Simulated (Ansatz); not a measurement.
**What a change does: single-point calculation on C**

System: C (4 atoms in the cell).
Method of run 1: DFT r2SCAN, scalar-relativistic, plane waves, PAW, no spin polarisation (Ansatz 0.2.0).

The structure derives from an entry of the Crystallography Open Database. Text and figures count atoms from 1; the logs count them from 0 in places.

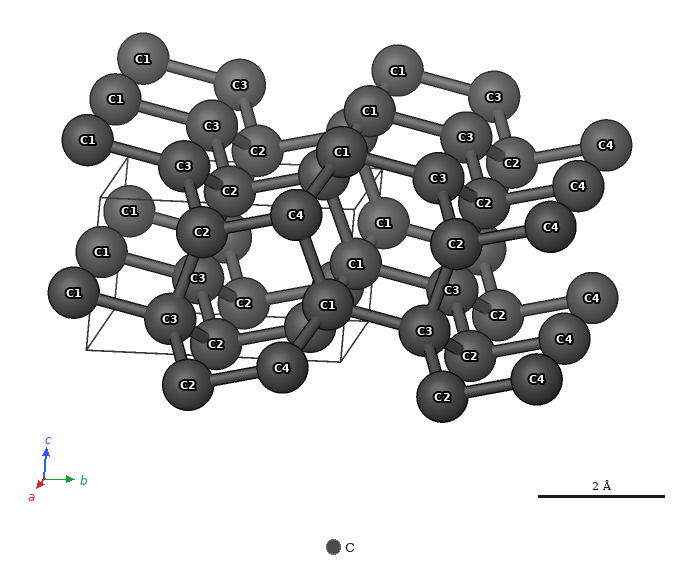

The structure as given in the input (ball-and-stick view of the cell of the calculation, set on other vectors, repeated 3 × 2 × 2, seen slightly off an axis; atoms are numbered from 1 in the order of the input). An atom can appear more than once, as a periodic image. Near neighbours in the periodic cell (some may lie outside the picture): C has 4 C at 1.54 to 1.60 Å.

### Input file, run 1
```yaml
crystal:
  lattice:
    - [2.5220988435, 0.0, 0.0]
    - [-1.2610494217, 2.1842016693, 0.0]
    - [0.0, 0.0, 4.1186]
  atoms:
    - { symbol: C, position: [0.2448867544, 0.6019192772, 0.0625] }
    - { symbol: C, position: [0.7551132456, 0.3980807228, 0.5625] }
    - { symbol: C, position: [0.4217799122, 0.7314140562, 0.4375] }
    - { symbol: C, position: [0.5782200878, 0.2685859438, 0.9375] }
basis:
  ecutwfc: 500
kpoints:
  mp_grid: { grid: [12, 12, 6] }
hamiltonian:
  xc: r2scan
scf:
  occupations: { method: gaussian, width: 0.05 }
output:
  forces: true
  stress: true
  eigenvalues: true
```

Command:
```bash
ansatz run input.yaml --threads 2 --pin off --max-ram 5120MiB --backend cpu --events-out ev --progress --plain --runs-dir out
```

Hardware: 2 threads of Arm Neoverse V2, 24 GiB of memory available, shared host.

### Output, shortened to warnings, some set-up lines, iterations and results (run 1)
```
Basis set: ecut = 500 eV, 573 PW (Γ), exchange–correlation on 80×80×128 points (64 copies of the dense FFT grid, shifted against one another)
Symmetry: 2 space group operations
k-points: 296 of 864 (time reversal used)
Initial density: superposition of atomic densities (neutral atoms: chi_scale 0, normalization atom), corrected by the library's trained network
[...]
SCF iter   1: F=—  HF=-1004.924399 eV  |F-HF|=—  |Δ(HF+E_count)|=         —  Δρ=1.04e-2  dr2=7.98e-3  dr2_τ=7.11e-1  ethr=1.77e-3  ⟨swp⟩=6.1  Hψ=21443  notcnv=0
SCF iter   2: F=—  HF=-1005.040472 eV  |F-HF|=—  |Δ(HF+E_count)|=   1.16e-1  Δρ=6.02e-3  dr2=2.45e-3  dr2_τ=1.49e-4  ethr=4.99e-5  ⟨swp⟩=2.0  Hψ=9472  notcnv=0
SCF iter   3: F=—  HF=-1005.040686 eV  |F-HF|=—  |Δ(HF+E_count)|=   2.14e-4  Δρ=8.40e-4  dr2=4.95e-5  dr2_τ=1.44e-5  ethr=1.53e-5  ⟨swp⟩=2.0  Hψ=5912  notcnv=0
SCF iter   4: F=—  HF=-1005.040717 eV  |F-HF|=—  |Δ(HF+E_count)|=   3.13e-5  Δρ=1.61e-4  dr2=1.50e-6  dr2_τ=1.79e-7  ethr=3.09e-7  ⟨swp⟩=2.1  Hψ=5920  notcnv=0
SCF iter   5: F=-1005.040720 eV  HF=-1005.040720 eV  |F-HF|=3.60e-9  |Δ(HF+E_count)|=   2.21e-6  Δρ=2.60e-5  dr2=6.90e-8  dr2_τ=9.55e-9  ethr=9.37e-9  ⟨swp⟩=2.8  Hψ=6439  …
SCF iter   6: F=-1005.040720 eV  HF=-1005.040720 eV  |F-HF|=5.03e-9  |Δ(HF+E_count)|=   1.56e-8  Δρ=7.58e-6  dr2=9.03e-9  dr2_τ=1.53e-9  ethr=4.31e-10  ⟨swp⟩=2.8  Hψ=13431  …
SCF 1 converged in 6 iterations: F = -1005.040720 eV  dr2 = 9.03e-9
SCF converged after 6 iterations
Free energy (F): -1005.040720 eV
Harris-Foulkes:  -1005.040720 eV  (|F-HF|=5.03e-9)
Internal energy: -1005.040720 eV  (E = F + TS)
E sigma→0 (E₀):  -1005.040720 eV
Fermi energy:    15.131586 eV
--- Per-component energies (eV) ---
  E_band       = 62.643675
  E_kinetic    = 366.575398
  E_local      = -235.737521  (includes V_loc(G=0)·N_el)
  E_nonlocal   = 105.054349
  E_hartree    = 51.486755
  E_xc         = -191.287088
  E_vxc        = -264.295120  (∫ρ·V_xc dr)
  E_paw        = -402.570617  (= ΣΔE_a)
  E_vpaw       = -25.862852  (= ΣTr[D̂ρ^β])
  E_aug_tail   = 0.000017  (compensation charges beyond the density's cutoff)
  E_vtau       = 13.936060  (kinetic-family band-sum trace: ∫τ·v_τ [+ j·A + Jᵃ·Aᵃ] dr)
  E_ewald      = -698.462917
  E_core_change = -0.099095  (= ΣΔE_core)
  E_smearing   = -0.000000  (= −TS)
  E_closure    = -0.000000  (closes the sum)
  Σ components = -1005.040720   (vs F -1005.040720, Δ=0.00e0)
--- Forces (eV/Å), atoms counted from 1 ---
  atom   1  C      2.07715652     1.87198988    -0.02625915
  atom   2  C     -2.07715652    -1.87198988    -0.02625915
  atom   3  C     -1.66638000    -1.87337237     0.02624697
  atom   4  C      1.66638000     1.87337237     0.02624697
  max |Σ_I F_I| component: 2.43e-5 eV/Å
--- Stress (GPa, compression-positive) ---
      -12.725995      -7.566461       0.000000
       -7.566461     -12.334622       0.000000
        0.000000       0.000000      18.990269
  P = ⅓ Tr σ = -2.0234 GPa (-20.234 kbar)
```

The input of run 2 differs as follows (lines with − go, lines with + come):
```diff
-    - { symbol: C, position: [0.2448867544, 0.6019192772, 0.0625] }
-    - { symbol: C, position: [0.7551132456, 0.3980807228, 0.5625] }
-    - { symbol: C, position: [0.4217799122, 0.7314140562, 0.4375] }
-    - { symbol: C, position: [0.5782200878, 0.2685859438, 0.9375] }
+    - { symbol: C, position: [0.3886124451, 0.7071337851, 0.0625] }
+    - { symbol: C, position: [0.6113875549, 0.2928662149, 0.5625] }
+    - { symbol: C, position: [0.2780542215, 0.6261995482, 0.4375] }
+    - { symbol: C, position: [0.7219457785, 0.3738004518, 0.9375] }
```

What does this change do to the results?

With the same functional and potentials, run 2 lies 160.7 meV per atom lower. The gap on the mesh goes from 2.62 to 3.49 eV. The pressure goes from −2.02 to −1.66 GPa. The largest force goes from 2.796 to 1.698 eV/Å. The number of SCF iterations is the same.

### Output, shortened to warnings, some set-up lines, iterations and results (run 2)
```
Basis set: ecut = 500 eV, 573 PW (Γ), exchange–correlation on 80×80×128 points (64 copies of the dense FFT grid, shifted against one another)
Symmetry: 2 space group operations
k-points: 296 of 864 (time reversal used)
Initial density: superposition of atomic densities (neutral atoms: chi_scale 0, normalization atom), corrected by the library's trained network
[...]
SCF iter   1: F=—  HF=-1005.569542 eV  |F-HF|=—  |Δ(HF+E_count)|=         —  Δρ=9.98e-3  dr2=7.26e-3  dr2_τ=7.39e-1  ethr=1.77e-3  ⟨swp⟩=6.2  Hψ=21307  notcnv=0
SCF iter   2: F=—  HF=-1005.683486 eV  |F-HF|=—  |Δ(HF+E_count)|=   1.14e-1  Δρ=5.91e-3  dr2=2.35e-3  dr2_τ=1.40e-4  ethr=4.54e-5  ⟨swp⟩=2.0  Hψ=9473  notcnv=0
SCF iter   3: F=—  HF=-1005.683579 eV  |F-HF|=—  |Δ(HF+E_count)|=   9.30e-5  Δρ=1.03e-3  dr2=7.56e-5  dr2_τ=1.70e-5  ethr=1.47e-5  ⟨swp⟩=2.0  Hψ=5879  notcnv=0
SCF iter   4: F=—  HF=-1005.683610 eV  |F-HF|=—  |Δ(HF+E_count)|=   3.10e-5  Δρ=1.59e-4  dr2=1.55e-6  dr2_τ=1.66e-7  ethr=4.73e-7  ⟨swp⟩=2.0  Hψ=5887  notcnv=0
SCF iter   5: F=—  HF=-1005.683612 eV  |F-HF|=—  |Δ(HF+E_count)|=   1.91e-6  Δρ=4.29e-5  dr2=2.28e-7  dr2_τ=3.26e-8  ethr=9.71e-9  ⟨swp⟩=2.7  Hψ=6144  notcnv=0
SCF iter   6: F=-1005.683612 eV  HF=-1005.683612 eV  |F-HF|=4.09e-9  |Δ(HF+E_count)|=   3.17e-9  Δρ=1.20e-5  dr2=1.10e-8  dr2_τ=1.97e-9  ethr=6.25e-10  ⟨swp⟩=5.5  Hψ=15332  …
SCF 1 converged in 6 iterations: F = -1005.683612 eV  dr2 = 1.10e-8
SCF converged after 6 iterations
Free energy (F): -1005.683612 eV
Harris-Foulkes:  -1005.683612 eV  (|F-HF|=4.09e-9)
Internal energy: -1005.683612 eV  (E = F + TS)
E sigma→0 (E₀):  -1005.683612 eV
Fermi energy:    15.187396 eV
--- Per-component energies (eV) ---
  E_band       = 61.432195
  E_kinetic    = 367.650591
  E_local      = -240.790814  (includes V_loc(G=0)·N_el)
  E_nonlocal   = 105.081200
  E_hartree    = 53.164799
  E_xc         = -191.572107
  E_vxc        = -264.708734  (∫ρ·V_xc dr)
  E_paw        = -402.741778  (= ΣΔE_a)
  E_vpaw       = -26.092260  (= ΣTr[D̂ρ^β])
  E_aug_tail   = 0.000017  (compensation charges beyond the density's cutoff)
  E_vtau       = 13.962818  (kinetic-family band-sum trace: ∫τ·v_τ [+ j·A + Jᵃ·Aᵃ] dr)
  E_ewald      = -696.376425
  E_core_change = -0.099095  (= ΣΔE_core)
  E_smearing   = -0.000000  (= −TS)
  E_closure    = 0.000000  (closes the sum)
  Σ components = -1005.683612   (vs F -1005.683612, Δ=0.00e0)
--- Forces (eV/Å), atoms counted from 1 ---
  atom   1  C     -1.07062846    -1.15619783     0.06830615
  atom   2  C      1.07062846     1.15619783     0.06830615
  atom   3  C      1.24145963     1.15602363    -0.06830855
  atom   4  C     -1.24145963    -1.15602363    -0.06830855
  max |Σ_I F_I| component: 4.81e-6 eV/Å
--- Stress (GPa, compression-positive) ---
      -10.727730      -2.985794       0.000000
       -2.985794     -10.657526       0.000000
        0.000000       0.000000      16.399320
  P = ⅓ Tr σ = -1.6620 GPa (-16.620 kbar)
```

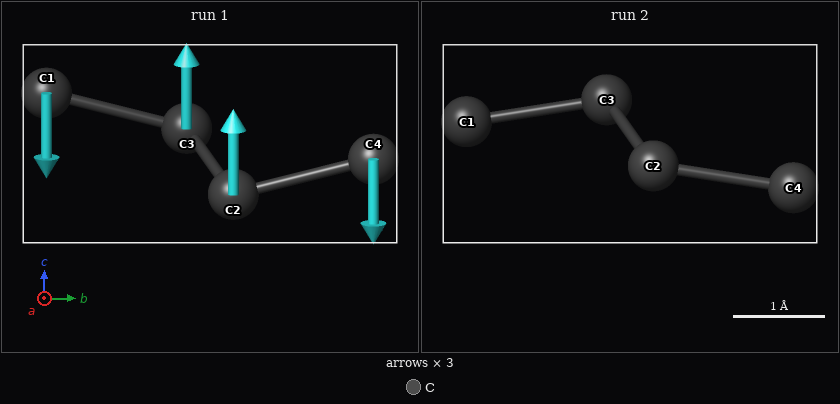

The two input geometries at one scale (ball-and-stick view of the cell of the calculation, set on other vectors, along the a axis). The teal arrows on the first give the shifts of the atoms relative to the cell, with their mean removed, magnified 3 times. The largest moves, 0.33 Å, are those of C1, C2, C3 and C4. (The mean shift of all atoms is removed.) The cell stays as it was. Among the contacts that change: C1–C3 1.595 → 1.565 Å.

### The two runs side by side

```tsv
quantity	run 1	run 2
outcome	converged	converged
free energy per atom (eV)	−251.2602	−251.4209
gap on the mesh (eV)	2.62	3.49
pressure (GPa)	−2.02	−1.66
largest force (eV/Å)	2.796	1.698
SCF iterations	6	6
irreducible k-points	296	296
plane waves at Γ	573	573
wall time (shared host)	6.5 s	6.4 s
```
